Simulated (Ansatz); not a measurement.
## Single-point calculation of Li$_{2}$NbO$_{6}$

Li$_{2}$NbO$_{6}$ (P-3m1, 9 atoms in the cell), computed with DFT PBE, scalar-relativistic, plane waves, PAW, spin-polarised (Ansatz 0.2.0).

The structure was made by a generator, so it may or may not be a known phase. Figures and captions count atoms from 1; the log counts them from 0 in places.

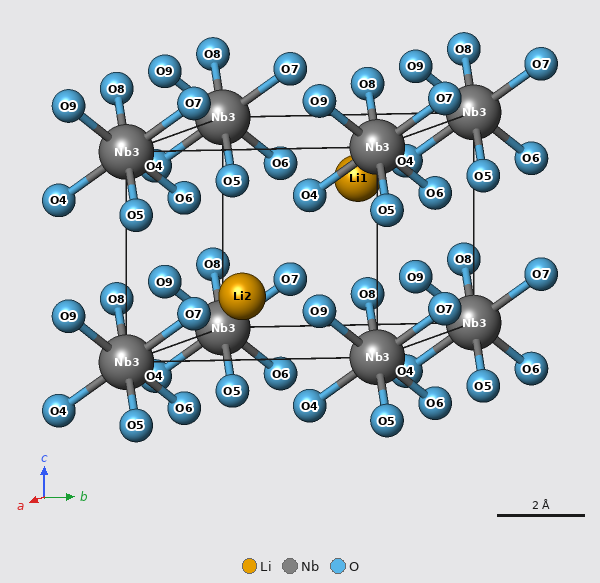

**Figure 1.** The input geometry (ball-and-stick view of the cell of the calculation, seen slightly off an axis; atoms are numbered from 1 in the order of the input). An atom can appear more than once, as a periodic image.

Key numbers

| quantity | value |
| --- | --- |
| outcome | converged |
| space group (tolerance 0.01 Å) | P-3m1 (164) |
| electrons treated | 55 |
| free energy | −8357.6057 eV |
| Fermi energy | 1.154 eV |
| gap on the k-point mesh | none (metallic) |
| net moment of the cell | 5.00 μB |
| integrated absolute moment | 5.90 μB |
| pressure | −13.76 GPa |
| largest force (length of the vector) | 1.910 eV/Å |
| hardware | 1 thread of Intel Xeon @ 2.50GHz (Skylake/Cascade Lake), 189 GiB of memory available, shared host |
| wall time | 15 s |
| peak memory | 0.47 GiB |

Notes

The program warns: spin is on but no starting moments are given. The cell is under a tension of 13.8 GPa at this level, so it is not at its equilibrium volume.

The input
```yaml
crystal:
  lattice:
    - [5.88357, 0.0, 0.0]
    - [-2.941785, 5.09532108, 0.0]
    - [0.0, 0.0, 4.9421988]
  atoms:
    - { symbol: Li, position: [0.33333333, 0.66666667, 0.75] }
    - { symbol: Li, position: [0.66666667, 0.33333333, 0.25] }
    - { symbol: Nb, position: [0.0, 0.0, 0.0] }
    - { symbol: O, position: [0.83333333, 0.66666667, 0.75] }
    - { symbol: O, position: [0.33333333, 0.16666667, 0.75] }
    - { symbol: O, position: [0.83333333, 0.16666667, 0.75] }
    - { symbol: O, position: [0.16666667, 0.33333333, 0.25] }
    - { symbol: O, position: [0.66666667, 0.83333333, 0.25] }
    - { symbol: O, position: [0.16666667, 0.83333333, 0.25] }
basis:
  ecutwfc: 420
kpoints:
  mp_grid: { grid: [3, 3, 4] }
hamiltonian:
  xc: pbe
scf:
  occupations: { method: gaussian, width: 0.1 }
  lower_state_search: "off"
output:
  forces: true
  stress: true
  eigenvalues: true
  populations: true
magnetization:
  spin_polarized: true
```

Launched with:
```bash
ansatz run input.yaml --threads 1 --pin off --max-ram 2560MiB --backend cpu --events-out ev --progress --plain --runs-dir out
```

What the program printed
```
band count auto-derived: 38 (N_el = 55.0; filled up to band 28; 37 by the electrons, moments and atoms)
Engine: ansatz 0.2.0, x86_64-unknown-linux-gnu
Pseudopotentials: kind: paw
Pseudopotential: Li, paw, valence charge 3, recommended cutoff 420 eV (normal), Li.paw.azcp
Pseudopotential: Nb, paw, valence charge 13, recommended cutoff 420 eV (normal), Nb.paw.azcp
Pseudopotential: O, paw, valence charge 6, recommended cutoff 420 eV (normal), O.paw.azcp
Functional definition: PBE
  parameter kappa = 0.804
  parameter beta = 0.06672455060314922
  exchange = pbe_x(kappa = kappa, mu = beta*pi^2/3)
  correlation = pbe_c(beta = beta)
Crystal: 9 atoms, lattice volume = 148.161 Å³
Basis set: ecut = 420 eV, 2861 PW (Γ), exchange–correlation on 80×80×72 points (8 copies of the dense FFT grid, shifted against one another)
Bands: 38, of which v1, the nominal top of the filled ones, is band 28 counted from 1 (27 counted from 0)
Symmetry: 12 space group operations
Space group: P-3m1 (ITA 164), of the structure as read, at distance tolerance 5.3e-5 Å
k-points: 10 of 36
Non-local potential: Li, projectors of the file, l = 0: 3, l = 1: 2, l = 2: 1
Non-local potential: Nb, projectors of the file, l = 0: 3, l = 1: 2, l = 2: 2, l = 3: 1
Non-local potential: O, projectors of the file, l = 0: 2, l = 1: 2, l = 2: 1
PAW form: soft (Blöchl's): semilocal exchange-correlation on the pseudo side does not see the compensation charge
PAW one-centre angular grid: Li, 110 points (default); XC on 64 Gauss nodes
PAW one-centre angular grid: Nb, 590 points (default); XC on 64 Gauss nodes
PAW one-centre angular grid: O, 110 points (default); XC on 64 Gauss nodes
Initial density: superposition of atomic densities (chi_scale 0.1, normalization cell, long waves kept (reshape's long-wave potential 0.06 eV rms))
Initial wavefunctions: pseudopotential atomic-orbital guess
Functional: x = pbe(κ = 0.804, μ = 0.2195149727645171), c = pbe(β = 0.06672455060314922)
SCF iter   1: F=—  HF=-8356.633276 eV  |F-HF|=—  |Δ(HF+E_count)|=         —  Δρ=2.73e-2 (↑2.73e-2 ↓2.73e-2)  dr2=3.22e0  dr2_m=0.00e0  M=0.000 μB ∫|m|=0.000 μB  β_m=0.30  ethr=3.10e-3  ⟨swp⟩=5.3  Hψ=1353  notcnv=0  defer=11
preconditioner: auto → Kerker (q_TF=auto, 2.313 Å⁻¹)  [metal: Δε(μ)=0.010 eV  Ē_g=9.748 eV  σ=0.100 eV  W_gap=0.06  n_scr=26 (ndim 8)  ℏωp=20.0 eV  f_vac=0.000  D(μ)=22.73/eV (n_scr^D=368)]
spin=Collinear: Kerker preconditioning applied to the charge; magnetization (m = ρ↑ − ρ↓) channel mixes plain (no charge-response kernel on spin).
SCF iter   2: F=—  HF=-8356.348818 eV  |F-HF|=—  |Δ(HF+E_count)|=   2.84e-1  Δρ=1.71e-2 (↑1.71e-2 ↓1.71e-2)  dr2=1.11e0  dr2_m=0.00e0  M=0.000 μB ∫|m|=0.000 μB  β_m=0.50  ethr=3.10e-3  ⟨swp⟩=2.0  Hψ=518  notcnv=0  defer=20
SCF iter   3: F=—  HF=-8355.575171 eV  |F-HF|=—  |Δ(HF+E_count)|=   7.74e-1  Δρ=5.51e-2 (↑5.51e-2 ↓5.42e-2)  dr2=2.35e-1  dr2_m=3.99e0  M=5.000 μB ∫|m|=5.000 μB  ethr=2.02e-3  ⟨swp⟩=2.0  Hψ=417  notcnv=0  defer=22
Mixer restart at iter 3: flushing history
SCF iter   4: F=—  HF=-8357.459988 eV  |F-HF|=—  |Δ(HF+E_count)|=         —  Δρ=1.44e-2 (↑1.22e-2 ↓1.44e-2)  dr2=2.64e-1  dr2_m=1.81e-1  M=5.000 μB ∫|m|=5.540 μB  β_m=0.50  ethr=4.27e-4  ⟨swp⟩=3.5  Hψ=1669  notcnv=0  defer=37
SCF iter   5: F=—  HF=-8357.529840 eV  |F-HF|=—  |Δ(HF+E_count)|=   6.99e-2  Δρ=8.90e-3 (↑8.23e-3 ↓8.90e-3)  dr2=1.14e-1  dr2_m=7.83e-2  M=5.000 μB ∫|m|=5.659 μB  β_m=0.75  ethr=4.27e-4  ⟨swp⟩=2.0  Hψ=968  notcnv=0  defer=43
SCF iter   6: F=—  HF=-8357.604771 eV  |F-HF|=—  |Δ(HF+E_count)|=   7.49e-2  Δρ=2.44e-3 (↑1.39e-3 ↓2.44e-3)  dr2=3.09e-2  dr2_m=5.98e-4  M=5.000 μB ∫|m|=5.905 μB  β_m=0.70  ethr=2.07e-4  ⟨swp⟩=2.0  Hψ=1248  notcnv=0  defer=43
SCF iter   7: F=—  HF=-8357.603922 eV  |F-HF|=—  |Δ(HF+E_count)|=   8.49e-4  Δρ=1.01e-3 (↑5.70e-4 ↓1.01e-3)  dr2=4.81e-3  dr2_m=1.56e-4  M=5.000 μB ∫|m|=5.912 μB  β_m=0.85  ethr=5.63e-5  ⟨swp⟩=2.3  Hψ=910  notcnv=0  defer=43
SCF iter   8: F=—  HF=-8357.605390 eV  |F-HF|=—  |Δ(HF+E_count)|=   1.47e-3  Δρ=3.77e-4 (↑3.77e-4 ↓2.60e-4)  dr2=1.02e-3  dr2_m=4.33e-5  M=5.000 μB ∫|m|=5.914 μB  β_m=0.92  ethr=8.75e-6  ⟨swp⟩=2.0  Hψ=994  notcnv=0  defer=43
SCF iter   9: F=—  HF=-8357.605567 eV  |F-HF|=—  |Δ(HF+E_count)|=   1.77e-4  Δρ=9.64e-5 (↑8.16e-5 ↓9.64e-5)  dr2=1.23e-4  dr2_m=1.11e-6  M=5.000 μB ∫|m|=5.907 μB  β_m=0.96  ethr=1.86e-6  ⟨swp⟩=2.3  Hψ=979  notcnv=0  defer=43
SCF iter  10: F=—  HF=-8357.605574 eV  |F-HF|=—  |Δ(HF+E_count)|=   7.01e-6  Δρ=3.31e-5 (↑3.01e-5 ↓3.31e-5)  dr2=1.11e-5  dr2_m=1.26e-7  M=5.000 μB ∫|m|=5.905 μB  β_m=0.98  ethr=2.24e-7  ⟨swp⟩=2.0  Hψ=957  notcnv=0  defer=43
SCF iter  11: F=—  HF=-8357.605664 eV  |F-HF|=—  |Δ(HF+E_count)|=   9.04e-5  Δρ=1.23e-5 (↑1.05e-5 ↓1.23e-5)  dr2=8.33e-7  dr2_m=6.09e-8  M=5.000 μB ∫|m|=5.905 μB  β_m=0.99  ethr=2.02e-8  ⟨swp⟩=2.0  Hψ=1143  notcnv=0  defer=47
SCF iter  12: F=-8357.605665 eV  HF=-8357.605665 eV  |F-HF|=7.47e-8  |Δ(HF+E_count)|=   1.02e-6  Δρ=3.92e-6 (↑2.06e-6 ↓3.92e-6)  dr2=3.64e-8  dr2_m=5.21e-9  M=5.000 μB ∫|m|=5.905 μB  ethr=1.82e-10  ⟨swp⟩=8.1  Hψ=3162  notcnv=0
SCF 1 converged in 12 iterations: F = -8357.605665 eV  dr2 = 3.64e-8
  greatest PAW one-centre occupation: 1.000 electrons in one spin orbital (limit 2), on the Li atom at site 1 (counted from 0), in its partial waves of l = 0
```

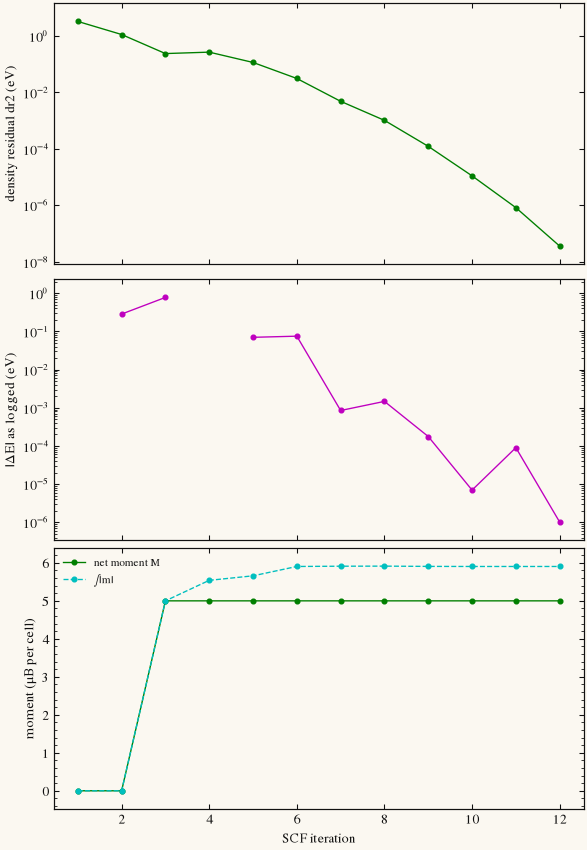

**Figure 2.** Convergence of the self-consistent field: density residual dr2, size of the energy change and magnetic moment against the SCF iteration. The residual falls almost steadily, with no more than small rises. The net moment goes from 0.0 to 5.0 μB per cell.

```
SCF converged after 12 iterations
Magnetization: 5.0000 μB (30.0000 up, 25.0000 down)
Absolute magnetization: 5.9048 μB (∫|ρ↑−ρ↓|, with the PAW one-centre terms)
Spin contamination: 0.0938 ħ² per cell (⟨S²⟩ above its minimum at these occupations)
Per-site moments (μB) at R_I (Å): [(-0.011549828983328772, 1.2134863119112747), (-0.011549828983328734, 1.2134863119112744), (-0.20356468775493375, 0.8663759723127706), (0.8227647896272418, 0.8663759723127709), (0.8227647896272412, 0.8663759723127706), (0.8227647896272418, 0.8663759723127709), (0.822764789627242, 0.8663759723127709), (0.8227647896272413, 0.8663759723127709), (0.8227647896272422, 0.8663759723127709)]
Free energy (F): -8357.605665 eV
Harris-Foulkes:  -8357.605665 eV  (|F-HF|=7.47e-8)
Internal energy: -8357.585282 eV  (E = F + TS)
E sigma→0 (E₀):  -8357.595474 eV
Entropy (-TS):   -0.020383 eV (-2.265 meV/atom)
Fermi energy:    1.154461 eV
--- Per-component energies (eV) ---
  E_band       = -660.957942
  E_kinetic    = 1438.885518
  E_local      = -4379.540751  (includes V_loc(G=0)·N_el)
  E_nonlocal   = 338.385573
  E_hartree    = 1531.038004
  E_xc         = -624.468434
  E_vxc        = -784.238498  (∫ρ·V_xc dr)
  E_paw        = -4054.698453  (= ΣΔE_a)
  E_vpaw       = -336.536850  (= ΣTr[D̂ρ^β])
  E_aug_tail   = 0.013981  (compensation charges beyond the density's cutoff)
  E_ewald      = -2607.200720
  E_smearing   = -0.020383  (= −TS)
  E_closure    = -0.000000  (closes the sum)
  Σ components = -8357.605665   (vs F -8357.605665, Δ=0.00e0)
--- Forces (eV/Å), atoms counted from 1 ---
  atom   1  Li    -0.00000000     0.00000000    -0.32101520
  atom   2  Li     0.00000000    -0.00000000     0.32101520
  atom   3  Nb     0.00000000     0.00000000     0.00000000
  atom   4  O      0.00000000     1.45674288     1.23524482
  atom   5  O     -1.26157634    -0.72837144     1.23524482
  atom   6  O      1.26157634    -0.72837144     1.23524482
  atom   7  O     -0.00000000    -1.45674288    -1.23524482
  atom   8  O      1.26157634     0.72837144    -1.23524482
  atom   9  O     -1.26157634     0.72837144    -1.23524482
  max |Σ_I F_I| component: 4.44e-16 eV/Å
--- Stress (GPa, compression-positive) ---
      -12.816178       0.000000      -0.000000
        0.000000     -12.816178       0.000000
       -0.000000       0.000000     -15.634281
  P = ⅓ Tr σ = -13.7555 GPa (-137.555 kbar)
--- Band table (eV; the first three rows and the last of 20) ---
  k-point 0 ↑: bands = ["-53.6322", "-44.3208", "-44.3206", "-29.6586", "-29.6586", "-29.6139", "-16.0497", "-15.4880", "-15.4880", "-15.2711", "-15.2440", "-15.2440", "-2.6775", "-2.2466", "-2.2466", "-2.0244", "-1.5872", "-1.5872", "-1.3028", "-1.0228", "-1.0228", "-0.8009", "-0.8009", "-0.2610", "-0.0072", "-0.0072", "0.0472", "0.2733", "0.2733", "0.3234", "4.5072", "4.5637", "4.5637", "5.9405", "8.1264", "8.1264", "8.7079", "10.0740"]
  k-point 1 ↑: bands = ["-53.6321", "-44.3208", "-44.3206", "-29.6584", "-29.6584", "-29.6151", "-15.9621", "-15.5418", "-15.5418", "-15.3667", "-15.1872", "-15.1872", "-2.4513", "-2.2533", "-2.2533", "-1.9389", "-1.8016", "-1.8016", "-1.4037", "-1.1551", "-1.1551", "-0.5338", "-0.5338", "-0.3355", "-0.1852", "0.0848", "0.0848", "0.2384", "0.3256", "0.3256", "4.5511", "4.5511", "4.5853", "6.4233", "8.1362", "8.1362", "8.3908", "10.1695"]
  k-point 2 ↑: bands = ["-53.6321", "-44.3207", "-44.3207", "-29.6582", "-29.6582", "-29.6162", "-15.8294", "-15.5821", "-15.5821", "-15.5074", "-15.1439", "-15.1439", "-2.3246", "-2.3246", "-2.0972", "-1.8155", "-1.7606", "-1.7606", "-1.5947", "-1.4408", "-1.4408", "-0.7711", "-0.2252", "-0.2252", "-0.0448", "0.0891", "0.0960", "0.0960", "0.3820", "0.3820", "4.5379", "4.5379", "4.6406", "7.2056", "7.8420", "8.1503", "8.1503", "10.0892"]
  k-point 9 ↓: bands = ["-53.8640", "-44.3316", "-44.3316", "-29.9113", "-29.9113", "-29.8795", "-14.2687", "-14.2687", "-14.2484", "-13.8813", "-13.7663", "-13.7663", "-1.7011", "-1.7011", "-1.0859", "-1.0859", "-0.5921", "-0.2614", "-0.1196", "-0.1196", "0.2560", "0.5819", "0.8495", "0.8495", "0.9344", "1.2365", "1.3709", "1.3709", "1.7921", "1.7921", "4.7190", "4.7190", "5.1372", "7.7140", "7.7140", "8.8663", "8.8663", "9.6879"]
--- Löwdin populations: 9 sites ---
  site symbol       q [e]    m [muB]
     0     Li      2.2212    -0.0266
     1     Li      2.2212    -0.0266
     2     Nb     11.5434    -0.4934
     3      O      6.4603     0.9328
     4      O      6.4603     0.9328
     5      O      6.4603     0.9328
     6      O      6.4603     0.9328
     7      O      6.4603     0.9328
     8      O      6.4603     0.9328
  spilling = 0.004593 (of n_electrons = 55.000000)
```

File populations.tsv
```
# site	symbol	l	j	q_up	q_dn
# orbitals = lowdin
# n_electrons = 55.000000
# spilling = 0.004593
0	Li	0_1S	-	0.996348	0.996490
0	Li	0_2S	-	0.100976	0.127399
1	Li	0_1S	-	0.996348	0.996490
1	Li	0_2S	-	0.100976	0.127399
2	Nb	0_4S	-	0.981471	0.980893
2	Nb	0_5S	-	0.198300	0.223746
2	Nb	1_4P	-	2.995958	2.992923
2	Nb	2_4D	-	1.349292	1.820864
3	O	0_2S	-	0.947754	0.942675
3	O	1_2P	-	2.748781	1.821044
4	O	0_2S	-	0.947754	0.942675
4	O	1_2P	-	2.748781	1.821044
5	O	0_2S	-	0.947754	0.942675
5	O	1_2P	-	2.748781	1.821044
6	O	0_2S	-	0.947754	0.942675
6	O	1_2P	-	2.748781	1.821044
7	O	0_2S	-	0.947754	0.942675
7	O	1_2P	-	2.748781	1.821044
8	O	0_2S	-	0.947754	0.942675
8	O	1_2P	-	2.748781	1.821044
```

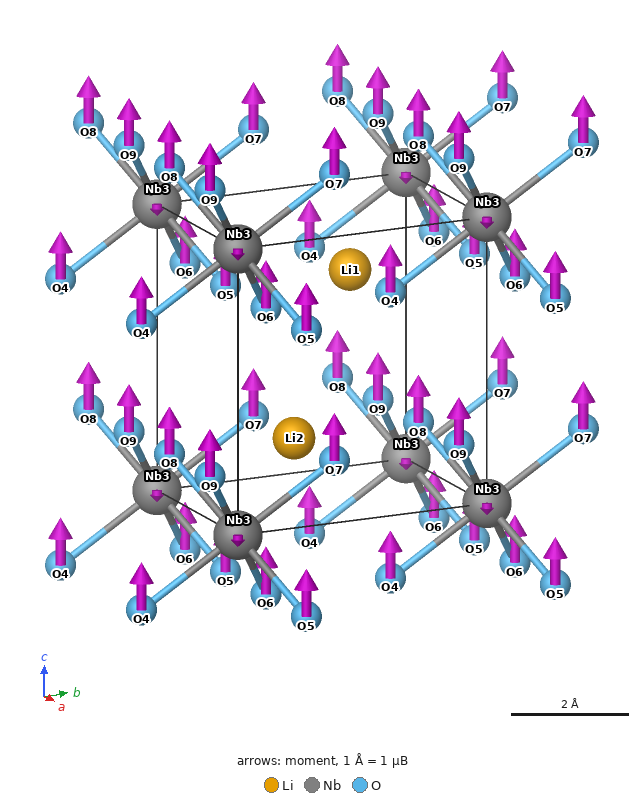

**Figure 3.** Magnetic moments of the sites as pink arrows (ball-and-stick view of the cell of the calculation, seen slightly off an axis; atoms are numbered from 1 in the order of the input); small moments hardly show. The run is collinear, so the axis drawn is arbitrary. Site moments: all 6 O atoms (0.82 μB); Nb3 (−0.20 μB). They are counted near the atoms and needn't add up to the moment of the cell.

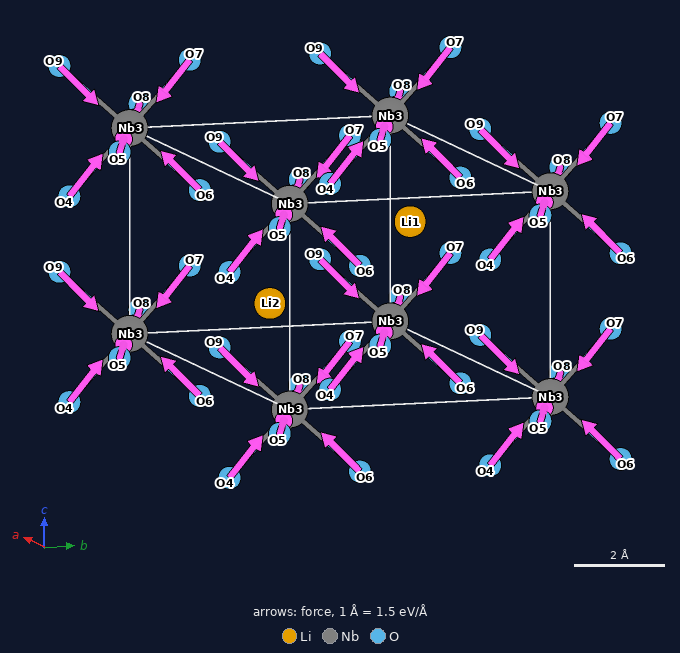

**Figure 4.** Forces on the atoms as pink arrows (ball-and-stick view of the cell of the calculation, seen at an oblique angle; atoms are numbered from 1 in the order of the input). The largest act on all 6 O atoms (1.91 eV/Å). The geometry is not a stationary point of this energy.
